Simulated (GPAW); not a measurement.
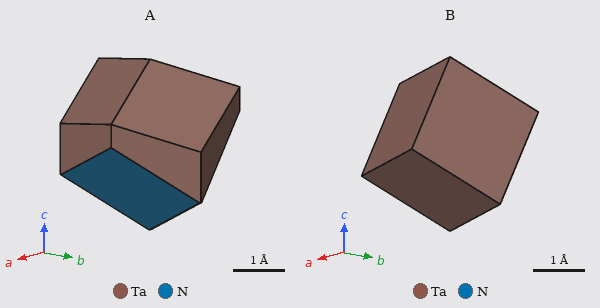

Computed Voronoi cells of the 2 sites of this structure, drawn to one scale and in one orientation; each face has the colour of the neighbour behind it.

Ta2N, space group P-3m1 (No. 164), a = 3.113 Å, b = 3.113 Å, c = 4.870 Å, α = 90.00°, β = 90.00°, γ = 120.00°

```
site  Wyckoff       x       y       z
  Ta       2d  0.3333  0.6667  0.2547
   N       1a  0.0000  0.0000  0.0000
```

Origin: a cell listed in the Materials Project, as set up for an electronic-structure calculation.

Which cell belongs to which site?

Answer. A is Ta (12 faces above 1 % of the solid angle, 15.2 Å³, facing Ta 50 %, N 50 %); B is N (6 faces above 1 % of the solid angle, 10.4 Å³, facing only Ta).
